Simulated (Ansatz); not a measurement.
Al$_{8}$O (slab)

The calculation's input:

```
crystal:
  lattice:
    - [2.8535431553, 0.0, 0.0]
    - [-1.4267715777, 2.4712408633, 0.0]
    - [0.0, 0.0, 31.9749292464]
  atoms:
    - { symbol: Al, position: [0.3333333333, 0.6666666667, 0.1250980094] }
    - { symbol: Al, position: [0.0, 0.0, 0.1984481215] }
    - { symbol: Al, position: [0.6666666667, 0.3333333333, 0.2717982335] }
    - { symbol: Al, position: [0.0, 0.0, 0.3451483456] }
    - { symbol: Al, position: [0.3333333333, 0.6666666667, 0.417922392] }
    - { symbol: Al, position: [0.0, 0.0, 0.4916598235] }
    - { symbol: Al, position: [0.6666666667, 0.3333333333, 0.5654146328] }
    - { symbol: Al, position: [0.0, 0.0, 0.6403432229] }
    - { symbol: O, position: [0.0, 0.5, 0.6680004284] }
basis:
  ecutwfc: 420
kpoints:
  mp_grid: { grid: [9, 9, 1] }
hamiltonian:
  xc: pbe
  pseudopotentials: { kind: paw, azcp: { folder: soft_1 } }
scf:
  occupations: { method: gaussian, width: 0.1 }
output:
  forces: true
  eigenvalues: true
  write_density: true
  write_potential: true
  elf: true
  volumetric_format: npy
relax:
  adjacent_minimum: "off"
  f_tol: 0.025
  max_steps: 16
  constraints: [{ sites: [0, 1, 2, 3, 4, 5, 6, 7] }, { sites: [8], fix: xy }]
efield:
  axis: 3
  dipole_correction: true
  ramp_width: 0.04
```

Run with:

```sh
ansatz run input.yaml --threads 1 --pin off --max-ram 3072MiB --backend cpu --events-out ev --progress --plain --runs-dir out
```

A point of a scan over the structure, not its minimum; PAW files of the earlier set (soft_1).

The calculation used DFT PBE, scalar-relativistic, plane waves, PAW (Ansatz 0.2.0).

What will maps of the valence pseudo-density and electron localisation function show?

Answer. Al–O (1.69 Å): ρ is about 0.91 e/Å³ halfway; the ELF peaks at about 0.85 in the valence shell of O, 0.7 Å from its nucleus, and is about 0.80 at the midpoint.

Metal or insulator at this level of theory?

Answer. It is gapless in this calculation (a metal or semimetal).

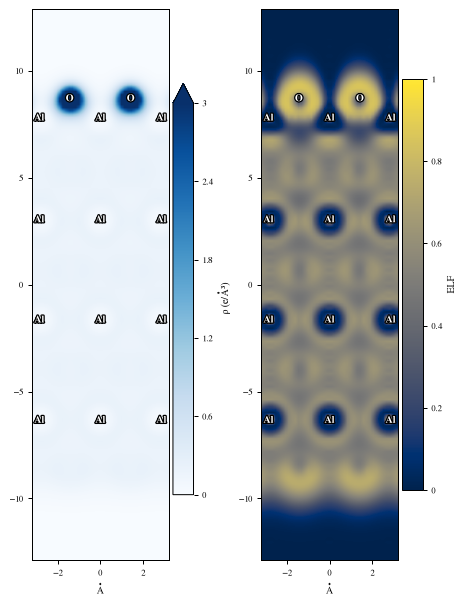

Computed valence pseudo-density and electron localisation function on the (100) plane of the calculation cell, a cut from vacuum to vacuum, in this order. Atoms just off the plane (Al, 0.8 Å away) can leave unmarked features too.

Core electrons are frozen (PAW), and the valence fields are smoothed inside the atomic spheres.
